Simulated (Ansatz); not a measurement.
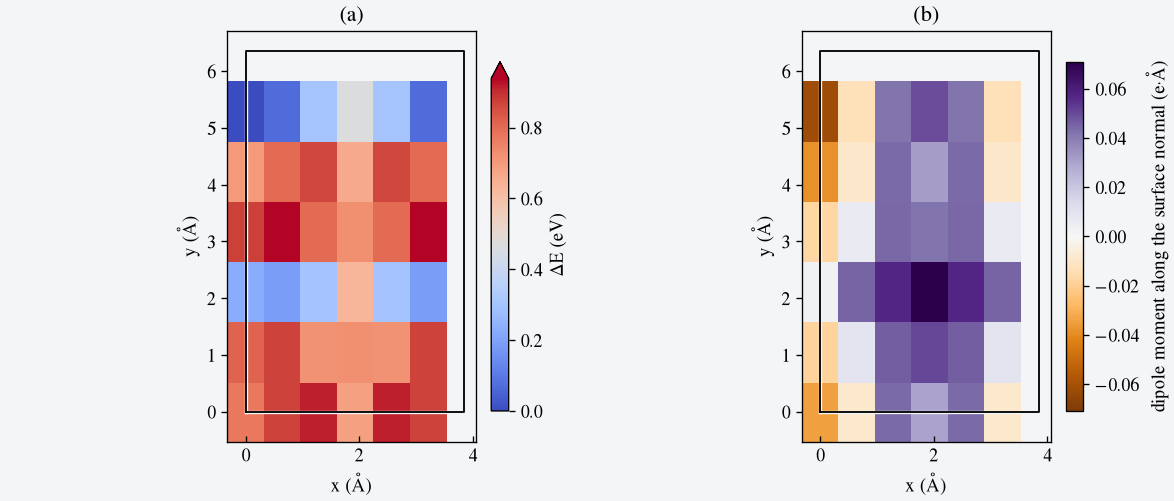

Si on a Si(100) slab cut from the P6_3/mmc phase, its upper half relaxed before the scan (8 atoms of substrate and one adsorbate in a 1 × 1 cell). Si is moved over the surface cell; relaxed at each place: the height of the adsorbate's atoms; substrate rigid; the origin of the map has the adsorbate above Si7. Places are given modulo a cell vector. The map is drawn in real space over the plane of the surface. The grid has 6 × 6 points; 24 points were computed and 12 follow by symmetry. Energies: eV, counted from the lowest grid point. The magnetic moment jumps between some neighbouring points. With one adsorbate in each 1 × 1 cell, its nearest image is 3.9 Å away, so neighbouring adsorbates interact. Level of theory: DFT PBE, scalar-relativistic, plane waves, PAW (Ansatz 0.2.0). Settings: cutoff 420 eV, k-mesh 7×4×1, gaussian smearing 0.05 eV, spin-polarised.

Panel (a) is the energy and panel (b) the computed dipole moment along the surface normal on the same grid.

Drawn: one coloured cell a grid point, the outline of one cell of the plane, one colour for all values above the top of the scale.

Q: How does the dipole moment along the surface normal vary over the map, and what is it at the lowest grid point?

A: It runs from −0.06 e·Å at (0/6, 5/6) of the cell vectors [nearest 2 Si at 2.38 Å] to 0.07 e·Å at (3/6, 2/6) of the cell vectors [nearest 2 Si at 2.55 Å]. At the lowest grid point, (0/6, 5/6) of the cell vectors [nearest 2 Si at 2.38 Å], it is −0.06 e·Å.

PAW datasets: the set soft_1.
